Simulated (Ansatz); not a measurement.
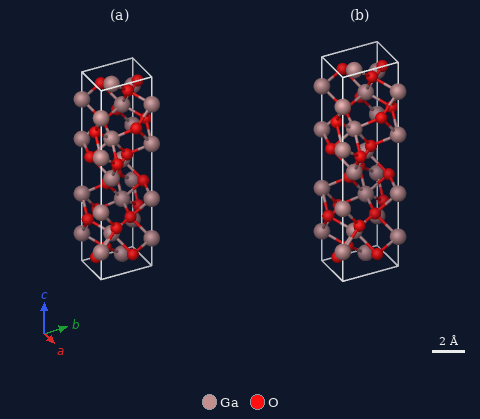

The structure of a crystal of Ga$_{2}$O$_{3}$ (built on the corundum type) before (left) and after (right) a relaxation, at one scale.

Style: ball-and-stick. Shown: the conventional cell (3 times the calculation's cell), slightly off an axis. Lengths and directions refer to the drawn axes.

Computed with DFT, PBE, plane waves, PAW in Ansatz 0.2.0. (plane-wave cutoff 420 eV; k-point mesh 6 × 6 × 6; occupations fermi dirac; smearing width 0.02 eV; no spin polarisation; cell and atoms relaxed; force threshold 0.005 eV/Å)

Describe what moved and what it gained.

Answer. After 10 accepted moves (13 points after the start) the energy has fallen by 494 meV per atom. The largest force component goes from 0.17 to 0.00036 eV/Å. The pressure goes from 88.67 to 0.00 GPa. The SCF was repeated 3 times at an unchanged geometry on a basis and grid sized afresh for the cell, which shifted the energy by 37.1 meV per atom at most. The largest moves relative to the cell, 0.011 Å, are those of Ga atoms. By element the largest moves are Ga 0.011 Å, O 0.009 Å. The volume changes by +28.5 %, with a = b 4.637 → 5.058 Å (+9.1 %), c 12.611 → 13.623 Å (+8.0 %). Some distances before and after: Ga–O 1.937 → 2.105 Å, Ga–O 1.793 → 1.952 Å. The space group stays R-3c (No. 167).
